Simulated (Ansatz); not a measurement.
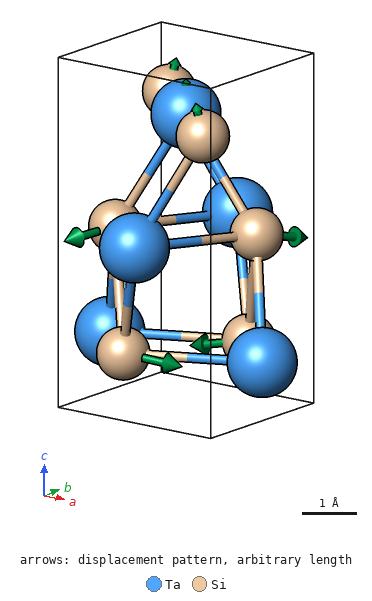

Phonons of crystalline TaSi₂, space group P6₂22 (No. 180), at the zone centre. The optical levels lie at 107, 149 (×2), 153 (×2), 168, 229 (×2), 234, 252, 265 (×2), 300 (×2), 301, 346 (×2), 364 (×2), 366, 376 (×2), 410 (×2) cm⁻¹. One mode is drawn. The green arrows are the displacements of the atoms (eigenvector over the root of the mass), of arbitrary overall length and sign. A ball-and-stick model of the cell of the calculation, seen slightly off an axis.

The calculation used Ansatz 0.2.0, DFT PBEsol, scalar-relativistic, plane waves, PAW. (plane-wave cutoff 420 eV; k-point mesh 12 × 12 × 6; occupations gaussian; smearing width 0.15 eV; no spin polarisation)

Question: To which level does it belong?

Answer: The level at 300 cm⁻¹. This is the E₂ mode (doubly degenerate; one member of the set is drawn), optical level 9 of 15, counted from below, Raman-active by symmetry. Atoms of one kind move against one another, with no net shift of any sublattice; it stretches the Si–Si bonds (2.63 Å); the kinetic energy is shared as Si 95 %, Ta 5 %.
